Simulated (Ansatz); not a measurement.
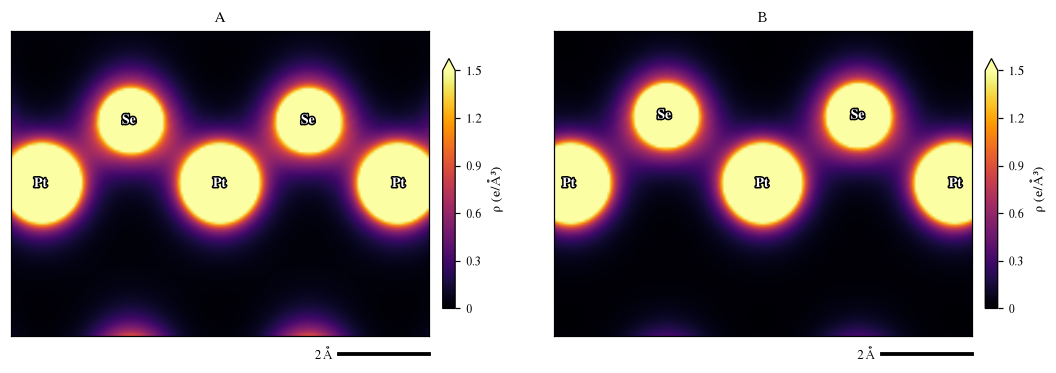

PtSe. The valence electron density of two cells that differ in size, on the (011̄) plane of each (indices in the axes of the calculation cell), at one length scale and on one colour scale; one has 22.2 and the other 28.0 Å³ an atom.

Space group F-43m; a generated structure, not necessarily the stable one; built by placing these elements on a known structure type.

All numbers below come from Kohn-Sham DFT of a periodic cell, HSE06, Ansatz PAW (Ansatz).

Core electrons are frozen (PAW), and the valence fields are smoothed inside the atomic spheres.

The larger cell:

```
Pt Se
1.0
     0.00000    3.03745    3.03745
     3.03745    0.00000    3.03745
     3.03745    3.03745    0.00000
Pt Se
1 1
Direct
  0.00000 0.00000 0.00000
  0.25000 0.25000 0.25000
```

The smaller cell: a = 3.977 Å, b = 3.977 Å, c = 3.977 Å, α = 60.00°, β = 60.00°, γ = 60.00°.

Q: Which panel shows the smaller cell, and what does the compression change?

A: Panel A is the smaller cell, by 21 % in volume. From the larger cell to the smaller, Pt–Se goes from 2.63 to 2.44 Å, and the density at its midpoint from 0.46 to 0.65 e/Å³; the pressure goes from −14 to 0.0 GPa.
